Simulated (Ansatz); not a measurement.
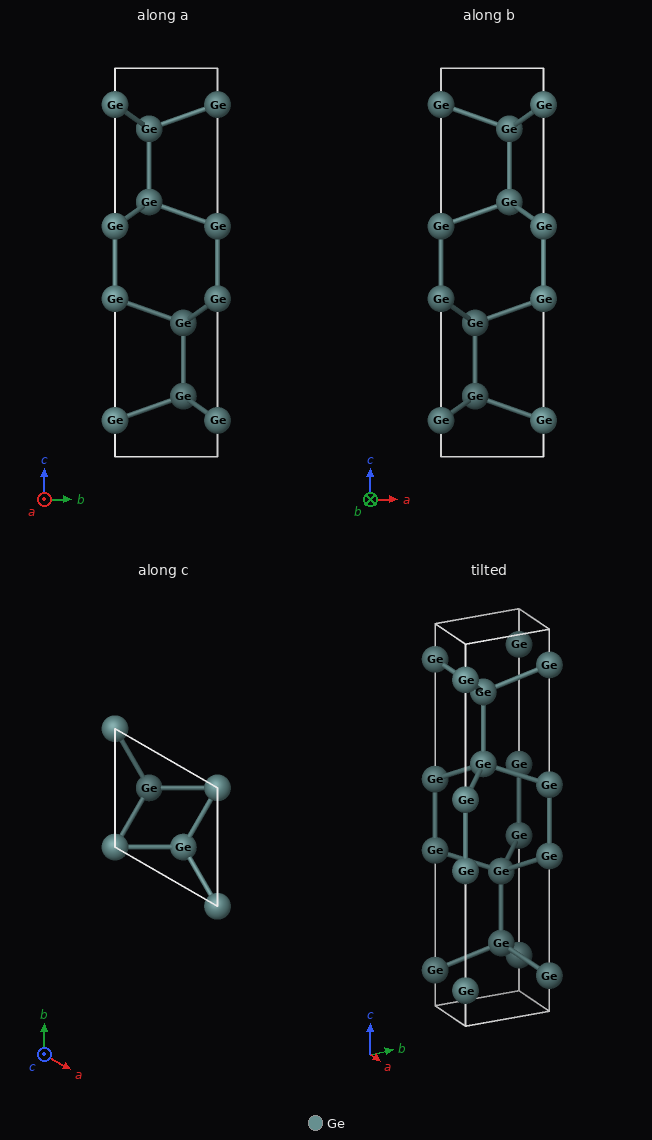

We look at a ball-and-stick model of the crystal along the a axis, along the b axis, along the c axis and slightly off an axis. The wireframe shows the conventional unit cell.

Lattice parameters: a = 3.991 Å, b = 3.991 Å, c = 13.087 Å, α = 90.00°, β = 90.00°, γ = 120.00°.

Q: Record the structure as a table of Wyckoff sites, with free fractional coordinates to two decimals.

A: Space group P6_3/mmc (No. 194).
```
atom  site       x       y     z
  Ge    4e    0.00    0.00  0.91
  Ge    4f  0.3333  0.6667  0.16
```

The cell started as a structure type filled with this element by a generator (whether the element takes this form wasn't checked). Earlier steps of the study may have refined or changed the cell and positions. Ansatz was used for an electronic-structure calculation on it.
